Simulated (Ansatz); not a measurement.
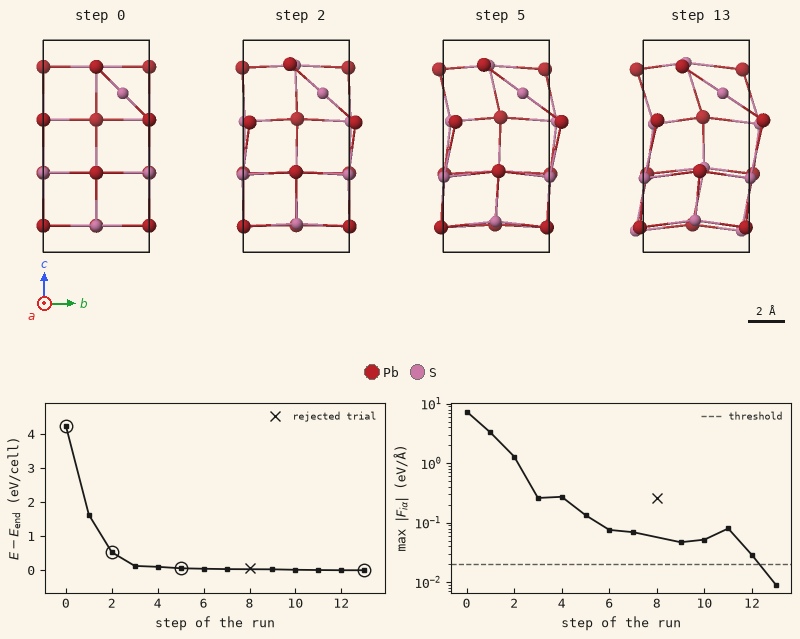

Frames of a relaxation of a defect cell of composition Pb₈S₇ (started half-way along a vacancy jump, in the symmetry of that start), marked on the history of the run. A ball-and-stick model of the cell of the calculation, seen along the a axis.

Method: DFT PBE+D3(BJ), scalar-relativistic, plane waves, PAW in Ansatz.

Input
```yaml
crystal:
  lattice:
    - [0.0, -5.9335688617, 0.0]
    - [5.9335688214, 0.0, 0.0]
    - [0.0, 0.0, 11.8682244643]
  atoms:
    - { symbol: Pb, position: [0.2500005062, 0.5, 0.1250004007] }
    - { symbol: Pb, position: [0.7500005062, 0.0, 0.1250004007] }
    - { symbol: Pb, position: [0.7499994938, 0.5, 0.8749995993] }
    - { symbol: Pb, position: [0.2499994938, 0.0, 0.8749995993] }
    - { symbol: Pb, position: [0.7500005062, 0.5, 0.3749995993] }
    - { symbol: Pb, position: [0.2500005062, 0.0, 0.3749995993] }
    - { symbol: Pb, position: [0.2499994938, 0.5, 0.6250004007] }
    - { symbol: Pb, position: [0.7499994938, 0.0, 0.6250004007] }
    - { symbol: S, position: [0.2499996626, 0.0, 0.6250288907] }
    - { symbol: S, position: [0.2500003374, 0.5, 0.3749711093] }
    - { symbol: S, position: [0.7500003374, 0.0, 0.3749711093] }
    - { symbol: S, position: [0.2499996626, 0.5, 0.8749711093] }
    - { symbol: S, position: [0.7499996626, -0.25, 0.75] }
    - { symbol: S, position: [0.7500003374, 0.5, 0.1250288907] }
    - { symbol: S, position: [0.2500003374, 0.0, 0.1250288907] }
basis:
  ecutwfc: 420
kpoints:
  mp_grid: { grid: [4, 4, 2] }
hamiltonian:
  xc: pbe
  dispersion: d3bj
scf:
  occupations: { method: gaussian, width: 0.05 }
output:
  forces: true
  stress: true
  eigenvalues: true
  write_density: true
  write_potential: true
  elf: true
  volumetric_format: npy
relax:
  adjacent_minimum: "off"
  f_tol: 0.02
  max_steps: 60
  escape_saddle: false
```

Command:
```bash
ansatz run input.yaml --threads 4 --pin off --max-ram 9216MiB --backend cpu --events-out ev --progress --plain --runs-dir out
```

**What happens along the run?**

The largest moves, 0.79 Å, are those of Pb3 and Pb8. Pb8 goes along +b. Largest moves by element: Pb 0.79 Å, S 0.63 Å. The cell stays as it was. Some distances before and after: Pb3–S13 2.098 → 2.725 Å, Pb3–S14 2.967 → 3.327 Å, Pb1–S10 2.967 → 3.249 Å, Pb1–S15 2.967 → 3.212 Å. Among the angles between lasting bonds that change: Pb1–S12–Pb4 90.0° → 105.5°, S14–Pb2–S14 180.0° → 164.6°, Pb5–S11–Pb5 180.0° → 164.6°. After 12 accepted moves (13 points after the start) the energy has fallen by 4.238 eV per cell of the calculation. The largest force component goes from 7.4 to 0.0091 eV/Å. The line search rejected the trial step at point 8 of the run. From step 0 to 2: Pb atoms move most (0.38 Å), energy −3.709 eV per cell of the calculation. From step 2 to 5: Pb and S atoms move most (0.34 Å), energy −0.471 eV per cell of the calculation. From step 5 to 13: S atoms move most (0.36 Å), energy −58.0 meV per cell of the calculation.

Limits of the set-up: the periodic images lie only 5.9 Å apart, so the values are limited by the cell's size.
